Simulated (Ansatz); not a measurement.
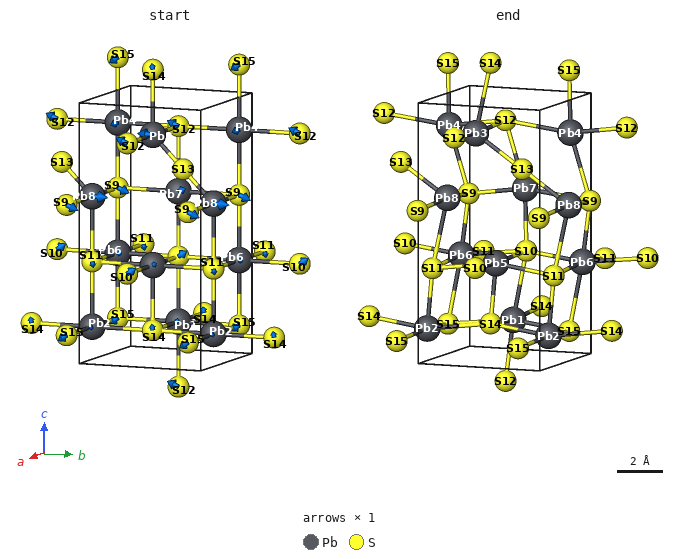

The structure of a defect cell of composition Pb₈S₇ (started half-way along a vacancy jump, in the symmetry of that start) before (left) and after (right) a relaxation, at one scale. The blue arrows give the displacements, at their true length.

A ball-and-stick model of the cell of the calculation, seen slightly off an axis.

Level of theory: Ansatz 0.2.0, DFT PBE+D3(BJ), scalar-relativistic, plane waves, PAW.

Input
```yaml
crystal:
  lattice:
    - [0.0, -5.9335688617, 0.0]
    - [5.9335688214, 0.0, 0.0]
    - [0.0, 0.0, 11.8682244643]
  atoms:
    - { symbol: Pb, position: [0.2500005062, 0.5, 0.1250004007] }
    - { symbol: Pb, position: [0.7500005062, 0.0, 0.1250004007] }
    - { symbol: Pb, position: [0.7499994938, 0.5, 0.8749995993] }
    - { symbol: Pb, position: [0.2499994938, 0.0, 0.8749995993] }
    - { symbol: Pb, position: [0.7500005062, 0.5, 0.3749995993] }
    - { symbol: Pb, position: [0.2500005062, 0.0, 0.3749995993] }
    - { symbol: Pb, position: [0.2499994938, 0.5, 0.6250004007] }
    - { symbol: Pb, position: [0.7499994938, 0.0, 0.6250004007] }
    - { symbol: S, position: [0.2499996626, 0.0, 0.6250288907] }
    - { symbol: S, position: [0.2500003374, 0.5, 0.3749711093] }
    - { symbol: S, position: [0.7500003374, 0.0, 0.3749711093] }
    - { symbol: S, position: [0.2499996626, 0.5, 0.8749711093] }
    - { symbol: S, position: [0.7499996626, -0.25, 0.75] }
    - { symbol: S, position: [0.7500003374, 0.5, 0.1250288907] }
    - { symbol: S, position: [0.2500003374, 0.0, 0.1250288907] }
basis:
  ecutwfc: 420
kpoints:
  mp_grid: { grid: [4, 4, 2] }
hamiltonian:
  xc: pbe
  dispersion: d3bj
scf:
  occupations: { method: gaussian, width: 0.05 }
output:
  forces: true
  stress: true
  eigenvalues: true
  write_density: true
  write_potential: true
  elf: true
  volumetric_format: npy
relax:
  adjacent_minimum: "off"
  f_tol: 0.02
  max_steps: 60
  escape_saddle: false
```

Launched with:
```bash
ansatz run input.yaml --threads 4 --pin off --max-ram 9216MiB --backend cpu --events-out ev --progress --plain --runs-dir out
```

> Summarise the run.

The energy falls by 4.238 eV per cell of the calculation in 12 accepted moves (13 points after the start). The largest force component goes from 7.4 to 0.0091 eV/Å. The line search rejected the trial step at point 8 of the run. The largest moves, 0.79 Å, are those of Pb3 and Pb8. Pb8 goes along +b. By element the largest moves are Pb 0.79 Å, S 0.63 Å. The cell doesn't change. Among the contacts that change: Pb3–S13 2.098 → 2.725 Å, Pb3–S14 2.967 → 3.327 Å, Pb1–S10 2.967 → 3.249 Å, Pb1–S15 2.967 → 3.212 Å. Among the angles between lasting bonds that change: Pb1–S12–Pb4 90.0° → 105.5°, S14–Pb2–S14 180.0° → 164.6°, Pb5–S11–Pb5 180.0° → 164.6°. The run took of the order of 9 core-minutes on a shared host.

Limits of the set-up: the periodic images lie only 5.9 Å apart, so the values are limited by the cell's size.
